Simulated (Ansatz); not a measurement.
Run report: TaN, geometry relaxation

The run: geometry relaxation of TaN (Fm-3m, 2 atoms in the cell). Method and program: DFT r2SCAN, scalar-relativistic, plane waves, PAW, no spin polarisation (Ansatz 0.2.0).

The structure derives from an entry of the Crystallography Open Database. Figures and captions count atoms from 1; the log counts them from 0 in places.

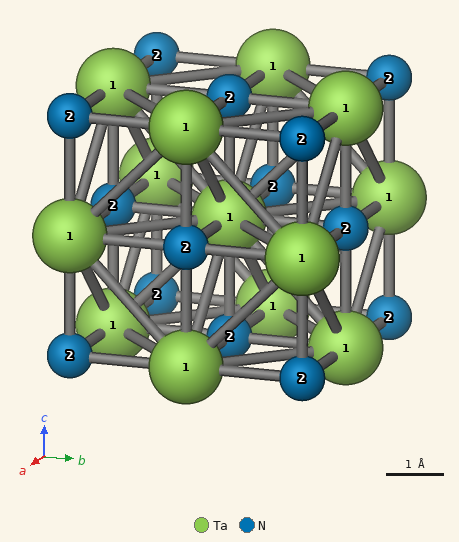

Figure 1. The structure as given in the input (ball-and-stick view of the cell 4 times as large as that of the calculation, set on its symmetry axes, seen slightly off an axis; atoms are numbered from 1 in the order of the input). An atom can appear more than once, as a periodic image. Near neighbours in the periodic cell (some may lie outside the picture): Ta has 6 N at 2.18 Å and 12 Ta at 3.08 Å; N has 6 Ta at 2.18 Å.

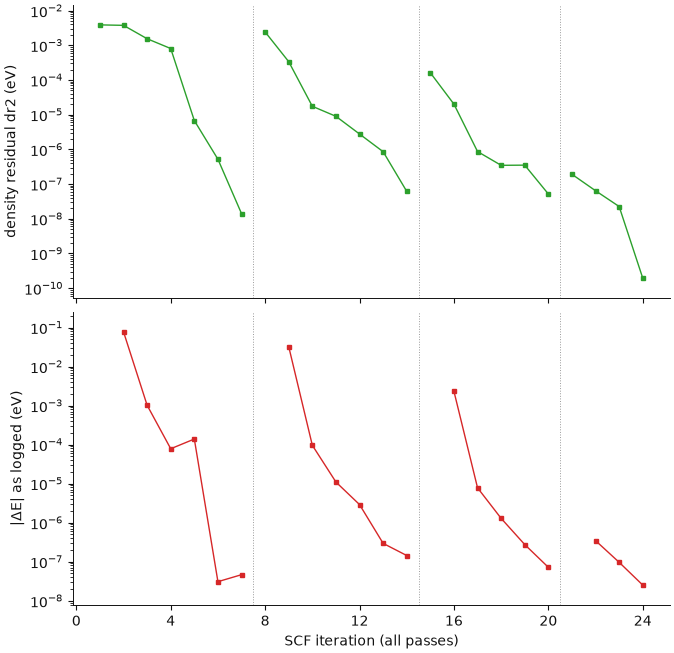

Figure 2. Convergence of the self-consistent field: density residual dr2 and size of the energy change against the SCF iteration. The dotted lines part the SCF passes of the relaxation: geometry steps, rejected trials and re-solves on a re-selected basis. The passes take 7, 7, 6 and 4 iterations.

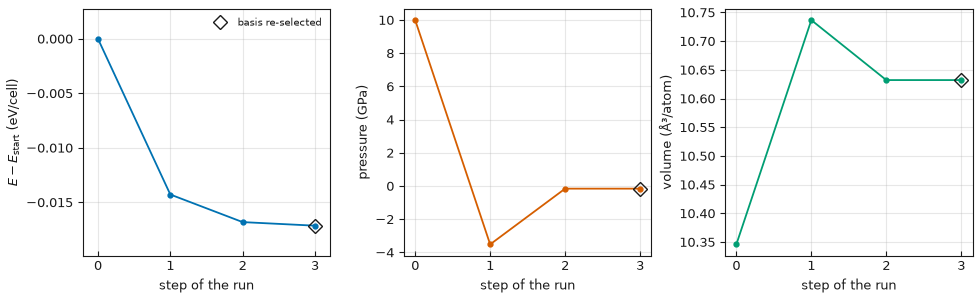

Figure 3. Progress of the relaxation, step by step (the first geometry is step 0 here and step 1 in the log).

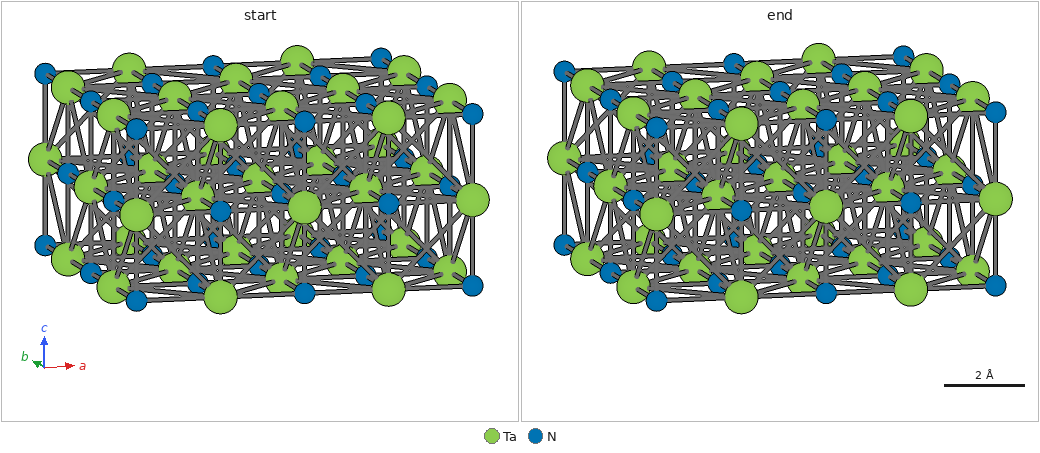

Figure 4. Before (left) and after (right) the relaxation, at one scale (ball-and-stick view of the cell 4 times as large as that of the calculation, set on its symmetry axes, repeated 2 × 2 × 1, seen slightly off an axis). The energy falls by 16.8 meV per cell of the calculation in 2 geometry steps. All forces vanish by symmetry, so only the cell relaxes. Pressure: 10.00 GPa at the start and −0.16 GPa at the end. The atoms keep their places relative to the cell (all moves are under 0.005 Å). The volume changes by +2.8 %, with a = b = c 4.358 → 4.398 Å (+0.9 %). Distances before and after: Ta1–Ta1 3.082 → 3.110 Å, Ta1–N2 2.179 → 2.199 Å. The space group stays Fm-3m (No. 225). A last SCF at the same geometry on a re-selected plane-wave basis shifts the energy by −0.3 meV per cell of the calculation. (Atoms are counted from 1 in the order of the input.)

The input and output of the run follow.

Input file
```yaml
crystal:
  lattice:
    - [0.0, 2.179, 2.179]
    - [2.179, 0.0, 2.179]
    - [2.179, 2.179, 0.0]
  atoms:
    - { symbol: Ta, position: [0.5, 0.5, 0.5] }
    - { symbol: "N", position: [0.0, 0.0, 0.0] }
basis:
  ecutwfc: 500
kpoints:
  mp_grid: { grid: [8, 8, 8] }
hamiltonian:
  xc: r2scan
scf:
  occupations: { method: gaussian, width: 0.1 }
output:
  forces: true
  stress: true
  eigenvalues: true
relax:
  adjacent_minimum: "off"
  f_tol: 0.05
  max_steps: 80
  cell: { stress_tol: 0.5 }
```

Command:
```bash
ansatz run input.yaml --threads 2 --pin off --max-ram 5120MiB --backend cpu --events-out ev --progress --plain --runs-dir out
```

Output
```
Engine: ansatz 0.2.0, aarch64-unknown-linux-gnu
Pseudopotentials: kind: paw
Pseudopotential: Ta, paw, valence charge 13, recommended cutoff 500 eV (meta_gga), Ta.paw.azcp
Pseudopotential: N, paw, valence charge 5, recommended cutoff 500 eV (meta_gga), N.paw.azcp
Functional definition: r2SCAN
  parameter k0 = 0.174
  parameter k1 = 0.065
  parameter a1 = 4.9479
  exchange = r2scan_x(k0 = k0, k1 = k1, a1 = a1)
  correlation = r2scan_c
Crystal: 2 atoms, lattice volume = 20.692 Å³
Basis set: ecut = 500 eV, 531 PW (Γ), exchange–correlation on 96×96×96 points (64 copies of the dense FFT grid, shifted against one another)
Bands: 13, of which v1, the nominal top of the filled ones, is band 9 counted from 1 (8 counted from 0)
Symmetry: 48 space group operations
Space group: Fm-3m (ITA 225), of the structure as read, at distance tolerance 2.7e-5 Å
k-points: 29 of 512
Non-local potential: Ta, projectors of the file, l = 0: 3, l = 1: 2, l = 2: 2, l = 3: 1
Non-local potential: N, projectors of the file, l = 0: 2, l = 1: 2, l = 2: 1
PAW form: soft (Blöchl's): semilocal exchange-correlation on the pseudo side does not see the compensation charge
PAW frozen core: Ta, regenerated for the run's functional (the file was generated under x = pbe(κ = 0.804, μ = 0.2195149727645171), c = pbe(β = 0.06672455060314922))
PAW frozen core: N, regenerated for the run's functional (the file was generated under x = pbe(κ = 0.804, μ = 0.2195149727645171), c = pbe(β = 0.06672455060314922))
PAW one-centre angular grid: Ta, 590 points (default); XC on 160 Gauss nodes
PAW one-centre angular grid: N, 302 points (default); XC on 160 Gauss nodes
Initial density: superposition of atomic densities (neutral atoms: chi_scale 0, normalization atom), corrected by the library's trained network
Initial wavefunctions: pseudopotential atomic-orbital guess
Functional: x = r2scan, c = r2scan; τ floored in thin density (d = 2e-4 eV/Å³)
SCF iter   1: F=—  HF=-10330.936314 eV  |F-HF|=—  |Δ(HF+E_count)|=         —  Δρ=7.54e-3  dr2=3.89e-3  dr2_τ=1.46e-1  ethr=1.77e-3  ⟨swp⟩=5.9  Hψ=4738  notcnv=0  defer=9
automatic band count: the SCF goes on with 17 bands, as 13 were too few: the levels above may hold too much charge
preconditioner: auto → none  [insulator: Δε(μ)=0.150 eV  Ē_g=16.778 eV  σ=0.100 eV  W_gap=0.71  n_scr=8 (ndim 8)  ℏωp=25.8 eV  f_vac=0.000  D(μ)=0.55/eV (n_scr^D=0)  ε∞_Penn≈3.4]
SCF iter   2: F=—  HF=-10331.013902 eV  |F-HF|=—  |Δ(HF+E_count)|=   7.76e-2  Δρ=5.57e-3  dr2=3.77e-3  dr2_τ=2.42e-4  ethr=2.16e-5  ⟨swp⟩=2.0  Hψ=1152  notcnv=0  defer=66
SCF iter   3: F=—  HF=-10331.014925 eV  |F-HF|=—  |Δ(HF+E_count)|=   1.02e-3  Δρ=3.37e-3  dr2=1.55e-3  dr2_τ=2.55e-4  ethr=2.09e-5  ⟨swp⟩=2.0  Hψ=567  notcnv=0  defer=66
SCF iter   4: F=—  HF=-10331.014846 eV  |F-HF|=—  |Δ(HF+E_count)|=   7.84e-5  Δρ=1.89e-3  dr2=8.09e-4  dr2_τ=4.88e-5  ethr=8.60e-6  ⟨swp⟩=2.0  Hψ=588  notcnv=0  defer=66
SCF iter   5: F=—  HF=-10331.014707 eV  |F-HF|=—  |Δ(HF+E_count)|=   1.39e-4  Δρ=1.73e-4  dr2=6.78e-6  dr2_τ=4.81e-7  ethr=4.50e-6  ⟨swp⟩=2.2  Hψ=537  notcnv=0  defer=66
SCF iter   6: F=—  HF=-10331.014707 eV  |F-HF|=—  |Δ(HF+E_count)|=   3.08e-8  Δρ=4.91e-5  dr2=5.21e-7  dr2_τ=3.05e-8  ethr=3.77e-8  ⟨swp⟩=2.1  Hψ=563  notcnv=0  defer=66
SCF iter   7: F=-10331.014707 eV  HF=-10331.014707 eV  |F-HF|=7.36e-9  |Δ(HF+E_count)|=   4.65e-8  Δρ=8.13e-6  dr2=1.41e-8  dr2_τ=9.16e-10  ethr=5.56e-10  ⟨swp⟩=8.6  Hψ=2259  notcnv=0
SCF 1 converged in 7 iterations: F = -10331.014707 eV  dr2 = 1.41e-8
  greatest PAW one-centre occupation: 0.998 electrons in one spin orbital (limit 2), on the Ta atom at site 0 (counted from 0), in its partial waves of l = 0
relax step   1: F+E_penalty+E_count = -10331.01470693 eV  Δ(F+E_penalty+E_count) = +0.000e0 eV  max|allowed force component| = 2.232e-29 eV/Å  Δτ_max = 0.0000 Å  P = +9.996 GPa  Ω = 20.692 Å³  (7 SCF iters, dr2 threshold 1.00e-7 eV, accepted)
Crystal: 2 atoms, lattice volume = 21.473 Å³
Basis set: ecut = 500 eV, 537 PW (Γ), exchange–correlation on 96×96×96 points (64 copies of the dense FFT grid, shifted against one another)
Bands: 17, of which v1, the nominal top of the filled ones, is band 9 counted from 1 (8 counted from 0)
Initial density: handed on by an earlier stage of this run
Initial wavefunctions: those handed on with the density
iter 1 solved again at ethr=1.39e-5 eV; its pass at ethr=3.10e-3 eV (dr2=2.51e-3 eV) is discarded
SCF iter   1: F=—  HF=-10330.996615 eV  |F-HF|=—  |Δ(HF+E_count)|=         —  Δρ=3.61e-3  dr2=2.43e-3  dr2_τ=2.41e-2  ethr=1.39e-5  ⟨swp⟩=1.6  Hψ=3008  notcnv=0
preconditioner: auto → none  [insulator: Δε(μ)=0.205 eV  Ē_g=16.217 eV  σ=0.100 eV  W_gap=0.84  n_scr=8 (ndim 8)  ℏωp=25.3 eV  f_vac=0.000  D(μ)=0.54/eV (n_scr^D=0)  ε∞_Penn≈3.4]
SCF iter   2: F=—  HF=-10331.028876 eV  |F-HF|=—  |Δ(HF+E_count)|=   3.23e-2  Δρ=1.39e-3  dr2=3.38e-4  dr2_τ=6.31e-5  ethr=1.35e-5  ⟨swp⟩=2.0  Hψ=923  notcnv=0
SCF iter   3: F=—  HF=-10331.028972 eV  |F-HF|=—  |Δ(HF+E_count)|=   9.60e-5  Δρ=4.52e-4  dr2=1.75e-5  dr2_τ=1.19e-5  ethr=1.88e-6  ⟨swp⟩=2.8  Hψ=742  notcnv=0
SCF iter   4: F=—  HF=-10331.028983 eV  |F-HF|=—  |Δ(HF+E_count)|=   1.10e-5  Δρ=2.15e-4  dr2=9.00e-6  dr2_τ=8.62e-7  ethr=9.74e-8  ⟨swp⟩=2.0  Hψ=592  notcnv=0
SCF iter   5: F=—  HF=-10331.028986 eV  |F-HF|=—  |Δ(HF+E_count)|=   2.91e-6  Δρ=1.09e-4  dr2=2.78e-6  dr2_τ=4.43e-7  ethr=5.00e-8  ⟨swp⟩=2.0  Hψ=639  notcnv=0
SCF iter   6: F=—  HF=-10331.028986 eV  |F-HF|=—  |Δ(HF+E_count)|=   2.95e-7  Δρ=6.07e-5  dr2=8.59e-7  dr2_τ=1.27e-8  ethr=1.55e-8  ⟨swp⟩=1.0  Hψ=493  notcnv=0
SCF iter   7: F=-10331.028986 eV  HF=-10331.028986 eV  |F-HF|=4.70e-8  |Δ(HF+E_count)|=   1.44e-7  Δρ=1.62e-5  dr2=6.18e-8  dr2_τ=8.39e-10  ethr=1.11e-9  ⟨swp⟩=3.0  Hψ=1521  notcnv=0
SCF 2 converged in 7 iterations: F = -10331.028986 eV  dr2 = 6.18e-8
relax step   2: F+E_penalty+E_count = -10331.02898578 eV  Δ(F+E_penalty+E_count) = -1.428e-2 eV  max|allowed force component| = 3.303e-30 eV/Å  Δτ_max = 0.0000 Å  P = -3.516 GPa  Ω = 21.473 Å³  energy of the carried Pulay correction = -4.431e-4 eV  (7 SCF iters, dr2 threshold 2.00e-7 eV, accepted)
Crystal: 2 atoms, lattice volume = 21.264 Å³
iter 1 solved again at ethr=1.02e-6 eV; its pass at ethr=3.10e-3 eV (dr2=1.84e-4 eV) is discarded
SCF iter   1: F=—  HF=-10331.029184 eV  |F-HF|=—  |Δ(HF+E_count)|=         —  Δρ=9.45e-4  dr2=1.62e-4  dr2_τ=1.62e-3  ethr=1.02e-6  ⟨swp⟩=2.0  Hψ=2860  notcnv=0
preconditioner: auto → none  [insulator: Δε(μ)=0.211 eV  Ē_g=16.395 eV  σ=0.100 eV  W_gap=0.85  n_scr=8 (ndim 8)  ℏωp=25.5 eV  f_vac=0.000  D(μ)=0.53/eV (n_scr^D=0)  ε∞_Penn≈3.4]
SCF iter   2: F=—  HF=-10331.031508 eV  |F-HF|=—  |Δ(HF+E_count)|=   2.32e-3  Δρ=3.50e-4  dr2=2.02e-5  dr2_τ=4.45e-6  ethr=9.00e-7  ⟨swp⟩=2.0  Hψ=731  notcnv=0
SCF iter   3: F=—  HF=-10331.031516 eV  |F-HF|=—  |Δ(HF+E_count)|=   7.82e-6  Δρ=1.10e-4  dr2=8.68e-7  dr2_τ=6.89e-7  ethr=1.12e-7  ⟨swp⟩=2.9  Hψ=752  notcnv=0
SCF iter   4: F=—  HF=-10331.031517 eV  |F-HF|=—  |Δ(HF+E_count)|=   1.29e-6  Δρ=4.59e-5  dr2=3.48e-7  dr2_τ=3.53e-8  ethr=1.11e-9  ⟨swp⟩=6.4  Hψ=2169  notcnv=0
SCF iter   5: F=—  HF=-10331.031517 eV  |F-HF|=—  |Δ(HF+E_count)|=   2.75e-7  Δρ=3.85e-5  dr2=3.52e-7  dr2_τ=2.82e-8  ethr=1.11e-9  ⟨swp⟩=5.2  Hψ=2098  notcnv=0
SCF iter   6: F=-10331.031517 eV  HF=-10331.031517 eV  |F-HF|=3.99e-8  |Δ(HF+E_count)|=   7.19e-8  Δρ=1.49e-5  dr2=5.19e-8  dr2_τ=6.04e-10  ethr=1.11e-9  ⟨swp⟩=3.0  Hψ=1479  notcnv=0
SCF 3 converged in 6 iterations: F = -10331.031517 eV  dr2 = 5.19e-8
relax step   3: F+E_penalty+E_count = -10331.03151718 eV  Δ(F+E_penalty+E_count) = -2.531e-3 eV  max|allowed force component| = 1.900e-29 eV/Å  Δτ_max = 0.0000 Å  P = -0.159 GPa  Ω = 21.264 Å³  energy of the carried Pulay correction = -3.262e-4 eV  (6 SCF iters, dr2 threshold 2.00e-7 eV, accepted)
Initial wavefunctions: pseudopotential atomic-orbital guess (no wavefunctions were taken with the density)
iter 1 solved again at ethr=4.76e-9 eV; its pass at ethr=3.10e-3 eV (dr2=8.58e-7 eV) is discarded
SCF iter   1: F=—  HF=-10331.031844 eV  |F-HF|=—  |Δ(HF+E_count)|=         —  Δρ=8.19e-5  dr2=1.92e-7  dr2_τ=1.14e-6  ethr=4.76e-9  ⟨swp⟩=3.2  Hψ=3997  notcnv=0
preconditioner: auto → none  [insulator: Δε(μ)=0.211 eV  Ē_g=16.385 eV  σ=0.100 eV  W_gap=0.85  n_scr=8 (ndim 8)  ℏωp=25.5 eV  f_vac=0.000  D(μ)=0.53/eV (n_scr^D=0)  ε∞_Penn≈3.4]
SCF iter   2: F=—  HF=-10331.031844 eV  |F-HF|=—  |Δ(HF+E_count)|=   3.47e-7  Δρ=4.17e-5  dr2=6.44e-8  dr2_τ=5.95e-8  ethr=1.07e-9  ⟨swp⟩=2.0  Hψ=636  notcnv=0
SCF iter   3: F=—  HF=-10331.031845 eV  |F-HF|=—  |Δ(HF+E_count)|=   9.66e-8  Δρ=2.01e-5  dr2=2.26e-8  dr2_τ=1.35e-8  ethr=3.58e-10  ⟨swp⟩=2.4  Hψ=639  notcnv=0
SCF iter   4: F=-10331.031845 eV  HF=-10331.031845 eV  |F-HF|=2.60e-10  |Δ(HF+E_count)|=   2.52e-8  Δρ=1.79e-6  dr2=1.95e-10  dr2_τ=6.31e-11  ethr=1.11e-11  ⟨swp⟩=3.6  Hψ=1886  notcnv=0
SCF 4 converged in 4 iterations: F = -10331.031845 eV  dr2 = 1.95e-10
relax step   4: F+E_penalty+E_count = -10331.03184457 eV  Δ(F+E_penalty+E_count) = -3.274e-4 eV  max|allowed force component| = 1.364e-29 eV/Å  Δτ_max = 0.0000 Å  P = -0.158 GPa  Ω = 21.264 Å³  stress off target by 1.58e-1 GPa  SCF on the basis re-selected at this cell (its energy is not comparable with the rows above)  (4 SCF iters)
basis re-selected at this cell: Δ(F+E_penalty+E_count) = -3.274e-4 eV, ΔP = +0.000 GPa vs the last step (what re-selecting the basis moved, of the pressure what is left beyond the Pulay correction that the steps carried, after the strain that the cell walked since its last selection, with what the two solves' SCF thresholds leave and, on support functions, any second-order correction that the steps lacked; it is no measure of the basis error at this ecutwfc). This SCF's stress stands 1.58e-1 GPa from its target on what of the cell is left free (relax.cell.stress_tol is 5.00e-1 GPa) and its largest allowed force component is 1.36e-29 eV/Å (relax.f_tol is 5.00e-2 eV/Å): within both
SCF converged after 4 iterations
Free energy (F): -10331.031845 eV
Harris-Foulkes:  -10331.031845 eV  (|F-HF|=2.60e-10)
Internal energy: -10331.029189 eV  (E = F + TS)
E sigma→0 (E₀):  -10331.030517 eV
Entropy (-TS):   -0.002656 eV (-1.328 meV/atom)
Fermi energy:    21.830199 eV
--- Per-component energies (eV) ---
  E_band       = -59.835380
  E_kinetic    = 503.172587
  E_local      = -584.529360  (includes V_loc(G=0)·N_el)
  E_nonlocal   = 59.695128
  E_hartree    = 197.641612
  E_xc         = -265.822244
  E_vxc        = -308.727384  (∫ρ·V_xc dr)
  E_paw        = -8552.307674  (= ΣΔE_a)
  E_vpaw       = -140.683492  (= ΣTr[D̂ρ^β])
  E_aug_tail   = 0.000083  (compensation charges beyond the density's cutoff)
  E_vtau       = 15.953923  (kinetic-family band-sum trace: ∫τ·v_τ [+ j·A + Jᵃ·Aᵃ] dr)
  E_ewald      = -1688.093476
  E_core_change = -0.785845  (= ΣΔE_core)
  E_smearing   = -0.002656  (= −TS)
  E_closure    = 0.000000  (closes the sum)
  Σ components = -10331.031845   (vs F -10331.031845, Δ=0.00e0)
--- Forces (eV/Å), atoms counted from 1 ---
  atom   1  Ta     0.00000000    -0.00000000     0.00000000
  atom   2  N     -0.00000000     0.00000000    -0.00000000
  max |Σ_I F_I| component: 2.53e-29 eV/Å
--- Stress (GPa, compression-positive) ---
       -0.158357      -0.000000      -0.000000
       -0.000000      -0.158357      -0.000000
       -0.000000       0.000000      -0.158357
  P = ⅓ Tr σ = -0.1584 GPa (-1.584 kbar)
--- Band table (eV; the first three rows and the last of 29) ---
  k-point 0: bands = ["-49.7057", "-15.2959", "-15.2959", "-15.2959", "1.7892", "17.6258", "17.6258", "17.6258", "19.6156", "19.6156", "19.6156", "21.9535", "21.9535", "23.5369", "31.4797", "46.3668", "46.3668"]
  k-point 1: bands = ["-49.6969", "-15.4339", "-15.3079", "-15.3079", "2.1572", "16.0702", "16.5887", "16.5887", "20.1522", "20.1522", "20.1827", "23.3018", "23.3018", "24.6030", "32.5935", "42.8292", "44.1385"]
  k-point 2: bands = ["-49.6757", "-15.7538", "-15.3368", "-15.3368", "3.1051", "13.7139", "15.1298", "15.1298", "21.0025", "21.3723", "21.3723", "25.8737", "25.8737", "26.4923", "34.4899", "39.8178", "39.9884"]
  k-point 28: bands = ["-49.6256", "-15.8135", "-15.8135", "-15.6138", "3.6593", "13.9370", "14.5909", "14.5909", "21.5682", "21.5682", "25.3465", "25.9940", "26.6125", "32.4303", "34.2368", "34.2368", "37.7085"]
--- Relaxed structure (3 steps of the walk, 3 accepted, 1 SCFs on fresh bases) ---
  F+E_penalty+E_count = -10331.03184457 eV   max|allowed force component| = 1.364e-29 eV/Å   (the final SCF, on the basis selected at the relaxed cell)
  cell:  # Å, volume = 21.2645 Å³
    - [-6.114446439474709e-34, 2.198913345474094, 2.198913345474094]
    - [2.198913345474094, -9.681206862501623e-34, 2.198913345474094]
    - [2.198913345474094, 2.198913345474094, -8.152595252632945e-34]
  atoms:
    - { symbol: Ta, position: [0.5, 0.5, 0.5] }
    - { symbol: N, position: [1.5536593530874304e-36, -1.3234875970743003e-36, -1.5536593530888958e-36] }
```

Trajectory as extended XYZ (Å, eV, eV/Å), 4 frames, from step=1 to step=4
```
2
Lattice="0.0000 2.1790 2.1790 2.1790 0.0000 2.1790 2.1790 2.1790 0.0000" Properties=species:S:1:pos:R:3:forces:R:3 step=1 energy=-10331.01471 pressure_GPa=10.00
Ta    2.1790    2.1790    2.1790    0.0000   0.0000   0.0000
N     0.0000    0.0000    0.0000    0.0000   0.0000   0.0000
2
Lattice="0.0000 2.2061 2.2061 2.2061 0.0000 2.2061 2.2061 2.2061 0.0000" Properties=species:S:1:pos:R:3:forces:R:3 step=2 energy=-10331.02899 pressure_GPa=-3.52
Ta    2.2061    2.2061    2.2061    0.0000   0.0000   0.0000
N     0.0000    0.0000    0.0000    0.0000   0.0000   0.0000
2
Lattice="0.0000 2.1989 2.1989 2.1989 0.0000 2.1989 2.1989 2.1989 0.0000" Properties=species:S:1:pos:R:3:forces:R:3 step=3 energy=-10331.03152 pressure_GPa=-0.16
Ta    2.1989    2.1989    2.1989    0.0000   0.0000   0.0000
N     0.0000    0.0000    0.0000    0.0000   0.0000   0.0000
2
Lattice="0.0000 2.1989 2.1989 2.1989 0.0000 2.1989 2.1989 2.1989 0.0000" Properties=species:S:1:pos:R:3:forces:R:3 step=4 energy=-10331.03184 pressure_GPa=-0.16
Ta    2.1989    2.1989    2.1989    0.0000   0.0000   0.0000
N     0.0000    0.0000    0.0000    0.0000   0.0000   0.0000
```

Results in brief

```csv
quantity,value
outcome,converged
space group (tolerance 0.01 Å),Fm-3m (225)
electrons treated,18
free energy,−10331.0318 eV
Fermi energy,21.830 eV
gap on the k-point mesh,none (metallic)
pressure,−0.16 GPa
final volume,21.26 Å³
largest force (length of the vector) at the end,under 0.001 eV/Å
final cell,"a = 3.110 Å, b = 3.110 Å, c = 3.110 Å, α = 60.00°, β = 60.00°, γ = 60.00°"
hardware,"2 threads of Arm Neoverse V2, 24 GiB of memory available, shared host"
wall time,3.4 s (CPU time 6.2 s)
peak memory,0.34 GiB
```

Spin–orbit coupling is left out, which matters for Ta.
